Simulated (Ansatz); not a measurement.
**Monolayer SnO: images, spectra and barriers**

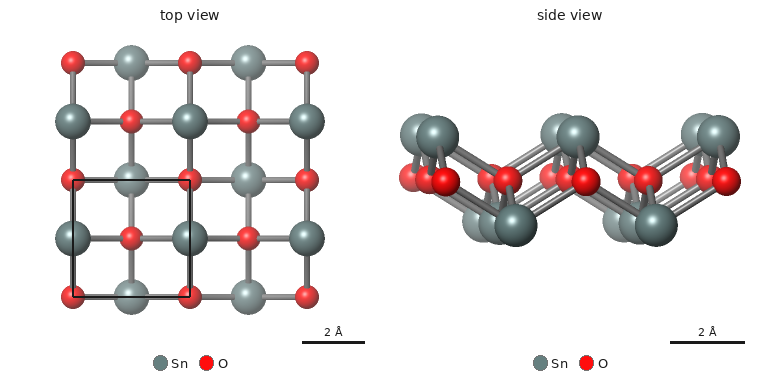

The relaxed structure from above and from the side.

The calculation used DFT PBE+D3(BJ), scalar-relativistic, plane waves, PAW (Ansatz 0.2.0). Cutoff 420 eV, 28 × 28 k-points, Gaussian smearing 0.05 eV, dipole correction. No spin polarisation. Spin–orbit coupling is left out; with Sn it can shift levels and gaps. The semilocal functional makes this wide gap too small, and with it the biases at which current sets in. The run couldn't confirm all of its levels under its output density. The run warns that the functional's potential is rough in the thin density of the vacuum, where the tip is; weak contrasts and barriers may feel it.

Tersoff–Hamann simulation (s-wave tip); biases are sample biases. Zero bias is put in the middle of the gap by convention. Bias windows are sharp sums over the levels of the k mesh.

```
CELL_PARAMETERS angstrom
3.81982 0.00000 0.00000
0.00000 3.81982 0.00000
0.00000 0.00000 22.36457
ATOMIC_POSITIONS crystal
Sn 0.50000 0.00000 0.44714
O 0.00000 0.00000 0.50000
O 0.50000 0.50000 0.50000
Sn 0.00000 0.50000 0.55286
```

The last single point, restarted from the relaxation's density, took 13 s on 4 threads of AMD EPYC 9R45 96-Core Processor (Zen 5), with other jobs on the host, peak memory 1.2 GiB.

### 1. One image

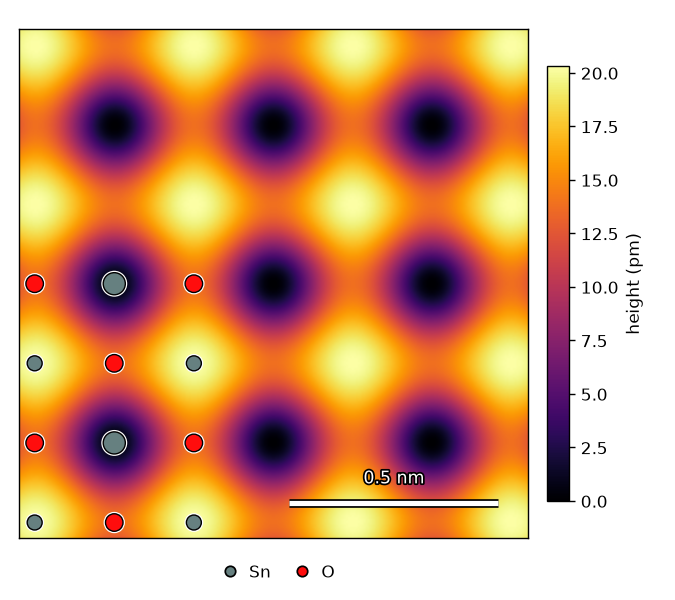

Constant-current image at a set point of 1.7 × 10⁻⁴ e/Å³ of this surface, sample bias +2.15 V. The atoms seen from above are drawn over one corner (deeper ones smaller).

> What lies under the maxima and minima of this image?

The brightest spots lie over the sites above the Sn atoms 2.4 Å below the top plane; the darkest points are over the top Sn atoms. The corrugation is 20 pm at a mean tip height of 4.5 Å.

### 2. Approach curves

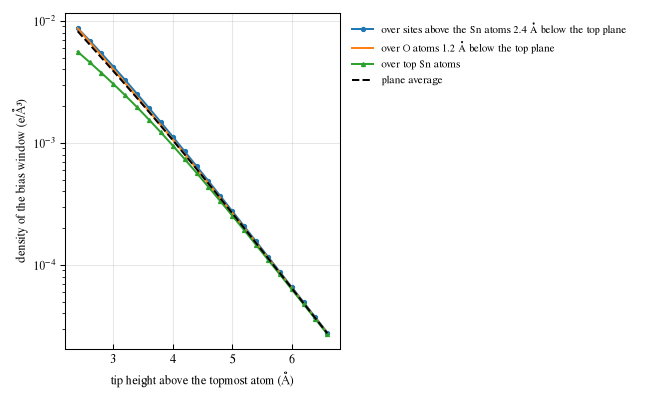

Approach curves over this surface at a sample bias of +2.75 V.

> How fast does the current decay, and what apparent barrier height does that imply?

Near 4 Å the plane average falls as exp(−1.34 z/Å), a factor of 3.8 per ångström, which gives an apparent barrier of 1.7 eV (0.952 eV Å² times the slope squared). The vacuum level lies 3.88 eV above zero bias. The upper edge of the window lies 1.13 eV under it. The curve is still bending at 4 Å, since the potential hasn't yet risen to the vacuum level: further out the slope reaches 1.42 per Å, an apparent barrier of 1.9 eV. That far value is above 1.13 eV. At 4 Å the 0.60 eV of states nearest the upper edge carry 66 % of the density.

### 3. Bias series

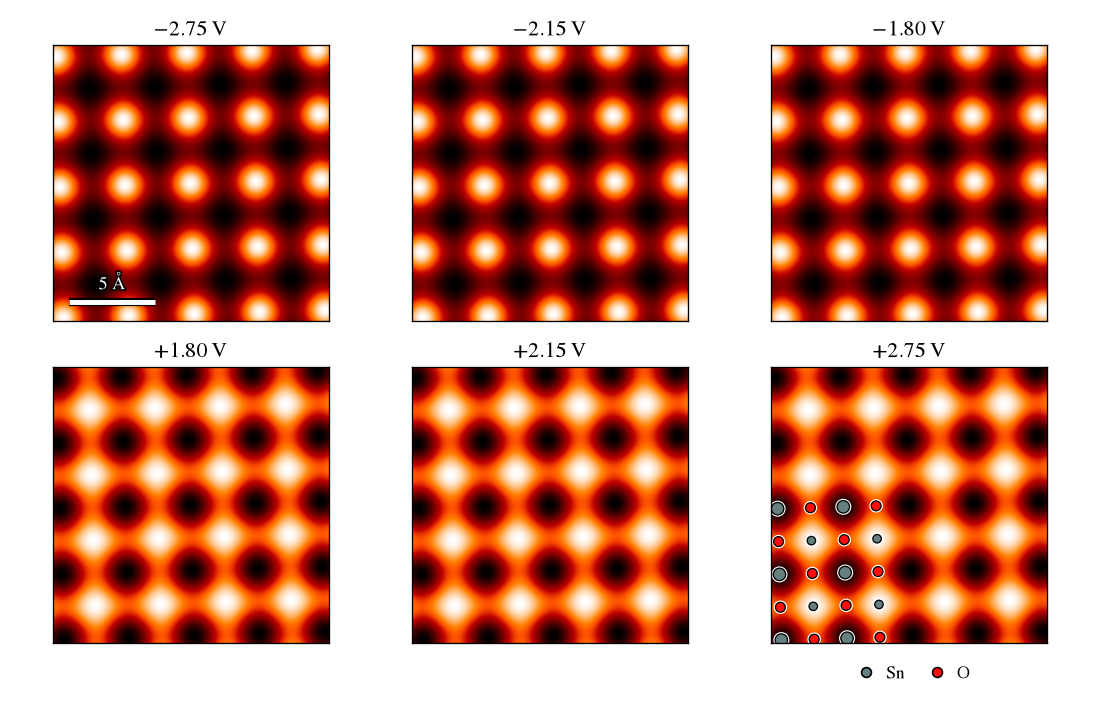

Constant-height images of this surface at 6 sample biases, each on its own colour scale; the last has the atoms seen from above drawn over one corner (deeper ones smaller).

> How do the images change with bias?

```csv
bias,height (Å),bright/dark,brightest over
−2.75 V,4.0,3.6,top Sn atoms
−2.15 V,4.0,3.1,top Sn atoms
−1.80 V,4.0,2.5,top Sn atoms
+1.80 V,4.0,2.2,sites above the Sn atoms 2.4 Å below the top plane
+2.15 V,4.0,1.5,sites above the Sn atoms 2.4 Å below the top plane
+2.75 V,4.0,1.2,sites above the Sn atoms 2.4 Å below the top plane
```

The weakest contrasts here depend on the k mesh and on the tip.

On its k mesh the sheet has a gap of 3.04 eV, inside which this model gives no current; semilocal functionals usually make such gaps too small.
